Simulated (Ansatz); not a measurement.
HC₁₆: several calculations on one system

**1. Relaxation**

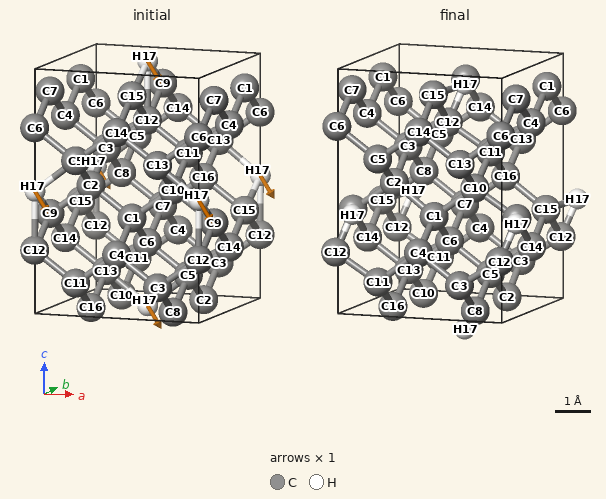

The structure of a defect cell of composition HC16 (cell charge +1) before (left) and after (right) a relaxation, at one scale. The orange arrows give the displacements, at their true length.

Style: ball-and-stick. Shown: the conventional cell (2 times the calculation's cell) (origin shifted), slightly off an axis. Lengths and directions refer to the drawn axes.

It is an interstitial H in diamond C. The run prepares an end point of a later path (interstitial hop) calculation, from a guessed geometry.

Level of theory: DFT PBE, scalar-relativistic, plane waves, PAW (Ansatz). Settings: plane-wave cutoff 420 eV; k-point mesh 3 × 3 × 3; occupations fermi dirac; smearing width 0.05 eV; no spin polarisation; atoms relaxed in a fixed cell; force threshold 0.03 eV/Å; at most 60 steps.

### Describe what moved and what it gained.

H17 moves most: 0.81 Å along [2 1 −3]. Largest moves by element: H 0.81 Å, C 0.15 Å. The cell stays as it was. Near-neighbour distances that change, for instance: C13–H17 1.589 → 2.354 Å, C12–H17 1.717 → 1.183 Å, C5–H17 1.584 → 1.937 Å, C9–H17 1.492 → 1.184 Å. Among the angles between lasting bonds that change: C9–C14–C15 109.5° → 102.5°, C12–C9–C14 109.5° → 103.7°, C10–C9–C14 109.5° → 115.2°. Over 8 geometry steps the energy falls by 0.923 eV per cell of the calculation. Largest force component: 1.4 eV/Å at the start, 0.012 eV/Å at the end.

Limits of the set-up: the periodic images lie only 5.0 Å apart, so the values are limited by the cell's size; the cell is charged, on a uniform background, and energies carry no finite-size correction.

**2. Relaxation**

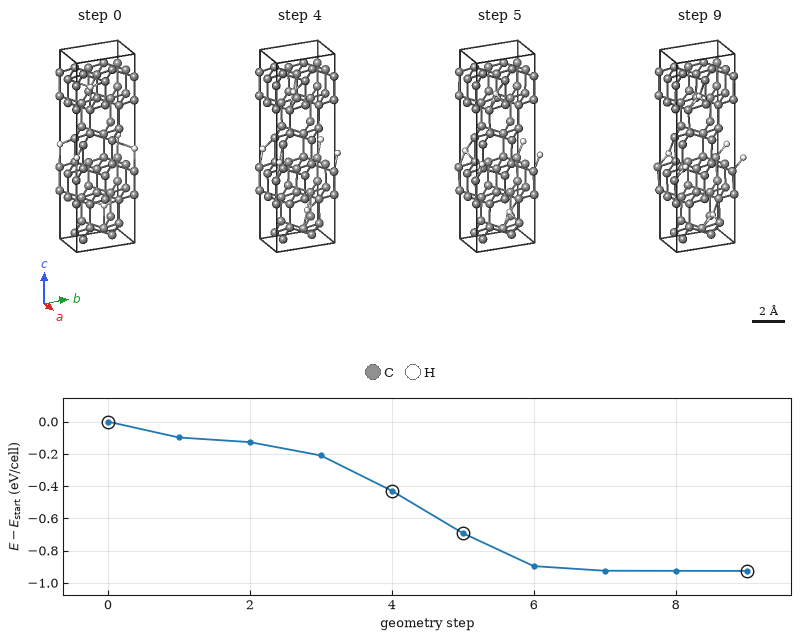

Frames of a relaxation of a defect cell of composition HC16 (cell charge +1), marked on the history of the run. A ball-and-stick model of the conventional cell (3 times the calculation's cell) (origin shifted), seen slightly off an axis. Lengths and directions refer to the drawn axes.

It is an interstitial H in diamond C. The run prepares an end point of a later path (interstitial hop) calculation, from a guessed geometry.

Computed with DFT PBE, scalar-relativistic, plane waves, PAW (Ansatz).

The input:
```yaml
crystal:
  lattice:
    - [0.0, 3.57, 3.57]
    - [3.57, 0.0, 3.57]
    - [3.57, 3.57, 0.0]
  atoms:
    - { symbol: C, position: [0.0, 0.0, 0.0] }
    - { symbol: C, position: [0.125, 0.125, 0.125] }
    - { symbol: C, position: [0.0, 0.0, 0.5] }
    - { symbol: C, position: [0.125, 0.125, 0.625] }
    - { symbol: C, position: [0.0, 0.5, 0.0] }
    - { symbol: C, position: [0.125, 0.625, 0.125] }
    - { symbol: C, position: [0.0, 0.5, 0.5] }
    - { symbol: C, position: [0.125, 0.625, 0.625] }
    - { symbol: C, position: [0.5, 0.0, 0.0] }
    - { symbol: C, position: [0.625, 0.125, 0.125] }
    - { symbol: C, position: [0.5, 0.0, 0.5] }
    - { symbol: C, position: [0.625, 0.125, 0.625] }
    - { symbol: C, position: [0.5, 0.5, 0.0] }
    - { symbol: C, position: [0.625, 0.625, 0.125] }
    - { symbol: C, position: [0.5, 0.5, 0.5] }
    - { symbol: C, position: [0.625, 0.625, 0.625] }
    - { symbol: H, position: [0.24903929, 0.26370654, 0.74673082] }
total_charge: 1
basis:
  ecutwfc: 420.0
kpoints:
  mp_grid: { grid: [3, 3, 3] }
hamiltonian:
  xc: pbe
scf:
  occupations: { method: fermi_dirac, width: 0.05 }
  lower_state_search: "off"
relax:
  f_tol: 0.03
  max_steps: 60
  adjacent_minimum: "off"
```

Run as
```bash
ansatz run input.yaml --threads 1 --pin off --max-ram 3072MiB --backend cpu --events-out ev --progress --plain --runs-dir out
```

Q: Describe the path.

A: H17 moves most: 0.82 Å roughly along [2 2 −1]. Largest moves by element: H 0.82 Å, C 0.15 Å. The cell doesn't change. Some distances before and after: C4–H17 1.586 → 2.355 Å, C15–H17 1.740 → 1.183 Å, C2–H17 1.560 → 1.937 Å, C8–H17 1.490 → 1.183 Å. Among the angles between lasting bonds that change: C8–C3–C12 109.5° → 102.4°, C3–C8–C15 109.5° → 103.7°, C3–C8–C7 109.5° → 115.2°. After 9 geometry steps the energy has fallen by 0.926 eV per cell of the calculation. Largest force component: 1.3 eV/Å at the start, 0.011 eV/Å at the end. From step 0 to 4: H17 moves most (0.36 Å), energy −0.429 eV per cell of the calculation. From step 4 to 5: H17 moves most (0.20 Å), energy −0.262 eV per cell of the calculation. From step 5 to 9: H17 moves most (0.28 Å), energy −0.235 eV per cell of the calculation.

```
step  E − E(0), meV/atom  largest force component, eV/Å
   0                0.00                         1.3149
   1               -5.78                         0.4002
   2               -7.47                         0.4253
   3              -12.33                         0.7882
   4              -25.21                         1.0039
   5              -40.64                         1.0473
   6              -52.69                         0.3919
   7              -54.39                         0.0779
   8              -54.42                         0.0883
   9              -54.46                         0.0111
```

Limits of the set-up: the periodic images lie only 5.0 Å apart, so the values are limited by the cell's size; the cell is charged, on a uniform background, and energies carry no finite-size correction.

**3. Path**

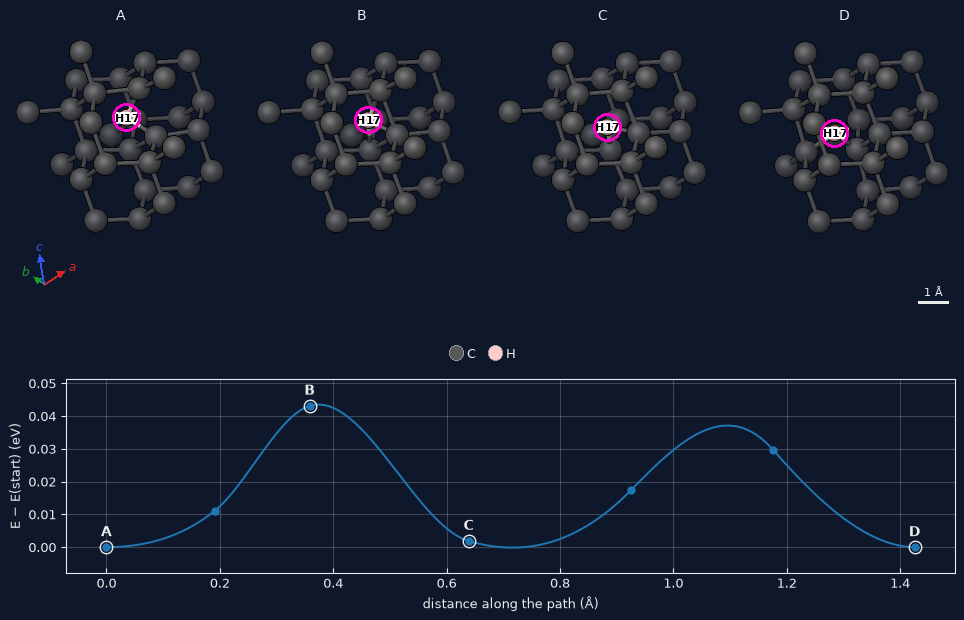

NEB run on C with an interstitial H (17 atoms in the cell, charge +1). Images are numbered from 0 (start) to 6 (end). Frames A to D are images 0, 2, 3, 6. The picture is a ball-and-stick view of the atoms within 3.4 Å of the middle of the path, seen slightly off an axis. The moving atom is ringed, with any periodic copies. Bonds to atoms that aren't drawn are left out.

The calculation used DFT PBE, scalar-relativistic, plane waves, PAW (Ansatz).

The input:
```yaml
crystal:
  lattice:
    - [0.0, 3.57, 3.57]
    - [3.57, 0.0, 3.57]
    - [3.57, 3.57, 0.0]
  atoms:
    - { symbol: C, position: [-0.00136895, 0.00650758, 0.00614285] }
    - { symbol: C, position: [0.11308579, 0.13207526, 0.14048619] }
    - { symbol: C, position: [-0.00122059, 0.00732343, 0.51010783] }
    - { symbol: C, position: [0.12292058, 0.13524209, 0.63146729] }
    - { symbol: C, position: [-0.00260313, 0.5100659, 0.00419975] }
    - { symbol: C, position: [0.1230025, 0.63336168, 0.12884347] }
    - { symbol: C, position: [-0.0013351, 0.50907898, 0.5028077] }
    - { symbol: C, position: [0.12194239, 0.63468404, 0.62747541] }
    - { symbol: C, position: [0.49218066, -0.00341111, 0.03355207] }
    - { symbol: C, position: [0.6246797, 0.13346166, 0.13005239] }
    - { symbol: C, position: [0.49851098, 0.00738551, 0.50168681] }
    - { symbol: C, position: [0.63548277, 0.13981113, 0.59808784] }
    - { symbol: C, position: [0.49685091, 0.50907354, 0.00024109] }
    - { symbol: C, position: [0.62476927, 0.63325579, 0.12154284] }
    - { symbol: C, position: [0.4999366, 0.51905848, 0.49112443] }
    - { symbol: C, position: [0.62551812, 0.6334363, 0.62556194] }
    - { symbol: H, position: [0.41155319, 0.22142163, 0.8157178] }
total_charge: 1
basis:
  ecutwfc: 420.0
kpoints:
  mp_grid: { grid: [3, 3, 3] }
hamiltonian:
  xc: pbe
scf:
  occupations: { method: fermi_dirac, width: 0.05 }
  lower_state_search: "off"
neb:
  images: 5
  f_tol: 0.05
  initial_path: linear
  max_iterations: 58
  optimiser: fire
  spring: 2.0
  final_atoms:
    - { symbol: C, position: [-0.00425365, -0.00833968, 0.00231192] }
    - { symbol: C, position: [0.12043482, 0.11488127, 0.12795088] }
    - { symbol: C, position: [0.00316463, -0.0082725, 0.50056365] }
    - { symbol: C, position: [0.12443042, 0.11595337, 0.62847006] }
    - { symbol: C, position: [-0.01590311, 0.49290692, 0.0123098] }
    - { symbol: C, position: [0.11847442, 0.61851554, 0.12665802] }
    - { symbol: C, position: [-0.00541644, 0.49156376, 0.50061291] }
    - { symbol: C, position: [0.09109133, 0.62839603, 0.63315333] }
    - { symbol: C, position: [0.49712671, -0.00967575, 0.00341157] }
    - { symbol: C, position: [0.62178714, 0.11598662, 0.12662547] }
    - { symbol: C, position: [0.49904163, -0.00837102, 0.49976625] }
    - { symbol: C, position: [0.63346369, 0.10596692, 0.62538822] }
    - { symbol: C, position: [0.49311651, 0.48981718, 0.0023268] }
    - { symbol: C, position: [0.61437672, 0.61772404, 0.12654244] }
    - { symbol: C, position: [0.52641782, 0.48517715, 0.48990744] }
    - { symbol: C, position: [0.62288853, 0.61766805, 0.62675989] }
    - { symbol: H, position: [0.30879814, 0.40380864, 0.71397217] }
  order_check: true
```

Run as
```bash
ansatz run input.yaml --threads 1 --pin off --max-ram 3072MiB --backend cpu --events-out ev --progress --plain --runs-dir out
```

### What happens along the path, and what is the barrier?

The path has more than one stage, and so few images may leave a stage unresolved. The H atom travels furthest, 0.83 Å from end to end, roughly along [−1 2 −1], on a path that bends up to 0.27 Å away from the straight line. At the highest image its nearest neighbour (C) is 1.16 Å away, against 1.18 Å at the start, and the surrounding atoms stand up to 0.10 Å off the mean of their end positions. Breaking: 2 C–H (1.18 → 1.62–1.94 Å). Forming: 2 C–H (1.62–1.94 → 1.18 Å). The two ends have the same energy, and the highest point, image 2, lies 0.043 eV above the start. The profile has 2 maxima (images 2, 5) with a dip at image 3 (0.002 eV), so the process runs in steps. The band converged in 39 iterations. The climbing image converged on the top of the path. A check of its curvatures didn't confirm a first-order saddle.

Limits of the set-up: the periodic images lie only 5.0 Å apart, so the values are limited by the cell's size; the cell is charged, on a uniform background, and energies carry no finite-size correction.
